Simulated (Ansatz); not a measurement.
GW calculation of MgS

The run: GW calculation of MgS (F-43m, 2 atoms in the cell). Method and program: DFT, PBE, plane waves, PAW, no spin polarisation (Ansatz 0.2.0).

The structure was built on a prototype by a generator. Some settings of this run were made unusual or wrong on purpose. The geometry comes from this level: r2SCAN.

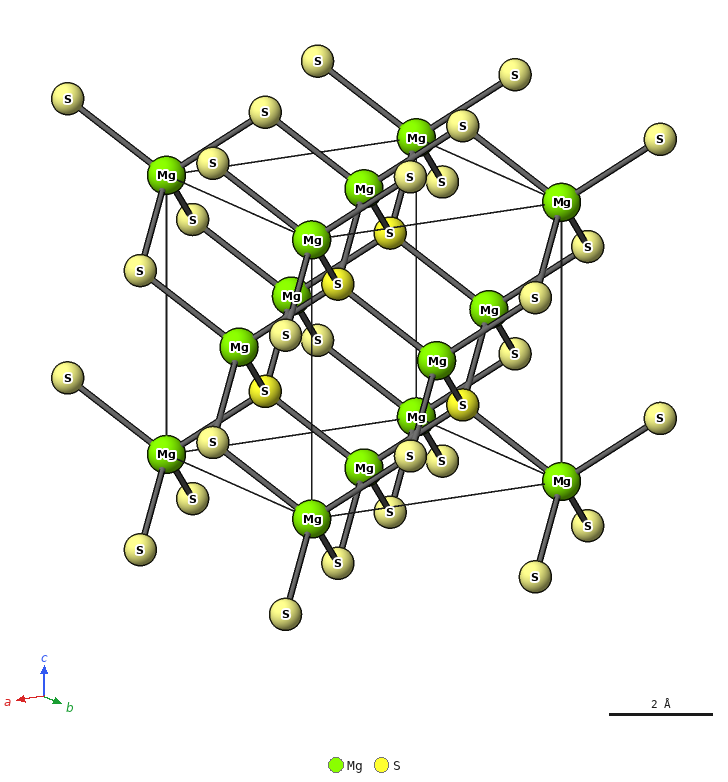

*The structure as given in the input (ball-and-stick view of the cell 4 times as large as that of the calculation, set on its symmetry axes, seen at an oblique angle; neighbours outside the cell are drawn fainter). An atom can appear more than once, as a periodic image.*

### Input
```yaml
crystal:
  lattice:
    - [0.0, 2.8308768389, 2.8308768389]
    - [2.8308768389, 0.0, 2.8308768389]
    - [2.8308768389, 2.8308768389, 0.0]
  atoms:
    - { symbol: Mg, position: [0.0, 0.0, 0.0] }
    - { symbol: S, position: [0.25, 0.25, 0.25] }
kpoints:
  mp_grid: { grid: [4, 4, 4] }
hamiltonian:
  xc: pbe
scf:
  occupations: { method: fixed }
gw:
  n_empty_bands: 30
  ecut_chi: 10
  qp_bands: [v1, c1]
  qp_kpoints: band_edges
  screening: { model: contour_deformation }
```

Run as:
```bash
ansatz run input.yaml --threads 4 --pin off --max-ram 3686MiB --backend cpu --events-out ev --progress --plain --runs-dir out
```

### What the program printed
```
Engine: ansatz 0.2.0, aarch64-unknown-linux-gnu
Pseudopotentials: kind: paw
Pseudopotential: Mg, paw, valence charge 10, recommended cutoff 420 eV (normal), Mg.paw.azcp
Pseudopotential: S, paw, valence charge 6, recommended cutoff 420 eV (normal), S.paw.azcp
Functional definition: PBE
  parameter kappa = 0.804
  parameter beta = 0.06672455060314922
  exchange = pbe_x(kappa = kappa, mu = beta*pi^2/3)
  correlation = pbe_c(beta = beta)
Crystal: 2 atoms, lattice volume = 45.373 Å³
Basis set: ecut = 420 eV, 893 PW (Γ)
Bands: 12, of which v1, the nominal top of the filled ones, is band 8 counted from 1 (7 counted from 0)
Symmetry: 24 space group operations
Space group: F-43m (ITA 216), of the structure as read, at distance tolerance 3.6e-5 Å
k-points: 8 of 64 (time reversal used)
Non-local potential: Mg, projectors of the file, l = 0: 3, l = 1: 2, l = 2: 1
Non-local potential: S, projectors of the file, l = 0: 2, l = 1: 2, l = 2: 2
PAW form: soft (Blöchl's): semilocal exchange-correlation on the pseudo side does not see the compensation charge
PAW one-centre angular grid: Mg, 110 points (default); XC on 64 Gauss nodes
PAW one-centre angular grid: S, 110 points (default); XC on 64 Gauss nodes
Initial density: superposition of atomic densities (neutral atoms: chi_scale 0, normalization atom), corrected by the library's trained network
Initial wavefunctions: pseudopotential atomic-orbital guess
Functional: x = pbe(κ = 0.804, μ = 0.2195149727645171), c = pbe(β = 0.06672455060314922)
SCF iter   1: F=—  HF=-2828.704188 eV  |F-HF|=—  |Δ(HF+E_count)|=         —  Δρ=6.49e-4  dr2=2.63e-4  ethr=1.77e-3  ⟨swp⟩=5.4  Hψ=521  notcnv=0  defer=13
preconditioner: auto → none  [insulator: Δε(μ)=3.460 eV  Ē_g=11.121 eV  n_scr=14 (ndim 8)  ℏωp=15.6 eV  f_vac=0.016  ε∞_Penn≈3.0]
SCF iter   2: F=—  HF=-2828.703556 eV  |F-HF|=—  |Δ(HF+E_count)|=   6.32e-4  Δρ=3.62e-4  dr2=7.62e-5  ethr=1.64e-6  ⟨swp⟩=2.6  Hψ=232  notcnv=0  defer=13
SCF iter   3: F=—  HF=-2828.703541 eV  |F-HF|=—  |Δ(HF+E_count)|=   1.52e-5  Δρ=1.70e-4  dr2=1.20e-5  ethr=4.77e-7  ⟨swp⟩=2.0  Hψ=120  notcnv=0  defer=12
SCF iter   4: F=—  HF=-2828.703563 eV  |F-HF|=—  |Δ(HF+E_count)|=   2.19e-5  Δρ=7.06e-5  dr2=2.63e-6  ethr=7.48e-8  ⟨swp⟩=3.0  Hψ=165  notcnv=0  defer=15
SCF iter   5: F=—  HF=-2828.703562 eV  |F-HF|=—  |Δ(HF+E_count)|=   2.99e-7  Δρ=3.96e-5  dr2=9.13e-7  ethr=1.64e-8  ⟨swp⟩=1.8  Hψ=104  notcnv=0  defer=15
SCF iter   6: F=-2828.703562 eV  HF=-2828.703562 eV  |F-HF|=5.02e-8  |Δ(HF+E_count)|=   2.82e-7  Δρ=1.19e-5  dr2=7.51e-8  ethr=6.25e-10  ⟨swp⟩=4.9  Hψ=469  notcnv=0
SCF 1 converged in 6 iterations: F = -2828.703562 eV  dr2 = 7.51e-8
  greatest PAW one-centre occupation: 1.000 electrons in one spin orbital (limit 2), on the Mg atom at site 0 (counted from 0), in its partial waves of l = 0
NSCF: frozen V_eff on 8 k-points
G₀W₀ screening: q 1/8
G₀W₀ screening: q 2/8 (q-point 5)
G₀W₀ screening: q 3/8 (q-point 6)
G₀W₀ screening: q 4/8 (q-point 2)
G₀W₀ screening: q 5/8 (q-point 4)
G₀W₀ screening: q 6/8 (q-point 8)
G₀W₀ screening: q 7/8 (q-point 3)
G₀W₀ screening: q 8/8 (q-point 7)
G₀W₀ self-energy: k 1/5
G₀W₀ self-energy: k 2/5
G₀W₀ self-energy: k 3/5
G₀W₀ self-energy: k 4/5
G₀W₀ self-energy: k 5/5
NSCF: frozen V_eff on 1 k-points
SCF converged after 6 iterations
Free energy (F): -2828.703562 eV
Harris-Foulkes:  -2828.703562 eV  (|F-HF|=5.02e-8)
Internal energy: -2828.703562 eV  (E = F + TS)
E sigma→0 (E₀):  -2828.703562 eV
Fermi energy:    3.143414 eV
--- Per-component energies (eV) ---
  E_band       = -369.798436
  E_kinetic    = 184.211589
  E_local      = -1884.058233  (includes V_loc(G=0)·N_el)
  E_nonlocal   = 123.572433
  E_hartree    = 682.752328
  E_xc         = -127.129964
  E_vxc        = -126.142802  (∫ρ·V_xc dr)
  E_paw        = -892.744842  (= ΣΔE_a)
  E_vpaw       = -32.885403  (= ΣTr[D̂ρ^β])
  E_aug_tail   = -0.000003  (compensation charges beyond the density's cutoff)
  E_ewald      = -915.306869
  E_smearing   = -0.000000  (= −TS)
  E_closure    = 0.000000  (closes the sum)
  Σ components = -2828.703562   (vs F -2828.703562, Δ=0.00e0)
--- Band table (eV; the first three rows and the last of 8) ---
  k-point 0: bands = ["-70.6424", "-37.3968", "-37.3968", "-37.3968", "-8.1223", "3.1434", "3.1434", "3.1434", "6.6054", "11.0705", "11.0705", "11.0705"]
  k-point 1: bands = ["-70.6423", "-37.3980", "-37.3970", "-37.3970", "-7.8063", "1.2952", "2.9710", "2.9710", "8.1169", "10.9225", "11.2832", "11.2832"]
  k-point 2: bands = ["-70.6423", "-37.3993", "-37.3972", "-37.3972", "-7.4361", "0.0195", "2.8186", "2.8186", "8.2563", "10.7597", "10.7597", "11.7486"]
  k-point 7: bands = ["-70.6423", "-37.3988", "-37.3982", "-37.3977", "-7.2057", "0.8499", "1.3172", "1.8250", "8.6695", "11.0503", "11.3195", "11.6713"]
--- G₀W₀: contour deformation, 6 samples at zero and on the imaginary axis and 2 off it, 64 q-points, 30 empty bands' worth ---
  eigenvalues of the whole cell's RPA ε∞ on this k-mesh (on a slab, of 1 + 4πα/V) = 4.8030, 4.8030, 4.8030; static W/v taken at q = 0 is 0.208204
  bands read: the sum over 38 bands ends inside a degenerate multiplet in 2 slots, whose members it reads at an even weight; the widest, k=0: bands 37 to 39 (counted from 1) at 2/3 each
  gw.qp_kpoints: band_edges: 5 of 8 stored k-points solved, in 1 pass; an edge of the gap read off the rows below is read off those points alone
    valence top: of the k-points left out ik 3 came nearest to being solved in a further pass, in band 8 (counted from 1, as in the quasiparticle table): it holds the edge there only if its correction is more favourable than any solved in that band by at least 0.565 eV; those differ by 0.155 eV
    conduction bottom: of the k-points left out ik 3 came nearest to being solved in a further pass, in band 9 (counted from 1, as in the quasiparticle table): it holds the edge there only if its correction is more favourable than any solved in that band by at least 1.465 eV; those differ by 0.478 eV
    ik  band        ε_KS         Σx   Σc(E_QP)       V_xc       Z   E_QP_lin       E_QP  E_QP is
     0     8      3.1434   -18.1744     2.6668   -14.8965  0.8182     2.5276     2.5323  root
     0     9      6.6054    -6.3490    -3.1314   -10.3370  0.8287     7.4698     7.4619  root
     1     8      2.9710   -18.1035     2.7049   -14.7608  0.8164     2.3280     2.3332  root
     1     9      8.1169    -6.4459    -3.2523   -10.7199  0.8245     9.1511     9.1385  root
     2     8      2.8186   -18.0804     2.7529   -14.6649  0.8146     2.1502     2.1560  root
     2     9      8.2563    -5.6699    -3.2420   -10.0107  0.8272     9.3695     9.3552  root
     5     8      2.7988   -18.0255     2.7410   -14.6202  0.8146     2.1288     2.1346  root
     5     9      9.5155    -4.8649    -3.4515    -9.4115  0.8201    10.6269    10.6106  root
     6     8      2.1163   -17.6245     2.9307   -13.9273  0.8059     1.3412     1.3499  root
     6     9      7.0235    -3.9759    -3.1211    -7.7176  0.8271     7.6483     7.6442  root
```

### Outcome

| quantity | value |
| --- | --- |
| outcome | converged |
| space group (tolerance 0.01 Å) | F-43m (216) |
| electrons treated | 16 |
| free energy | −2828.7036 eV |
| Fermi energy | 3.143 eV |
| gap on the k-point mesh | 3.46 eV |
| quasiparticle gap on the mesh | 4.93 eV |
| hardware | 4 threads of Arm Neoverse V1, 112 GiB of memory available, shared host |
| wall time | 1.3 s (CPU time 4 s) |
| peak memory | 0.28 GiB |

### Diagnosis

Some settings of this run were drawn to be unusual or wrong. It converged; results that depend on the unusual settings are not reference values. The GW levels are not extrapolated in basis or mesh.
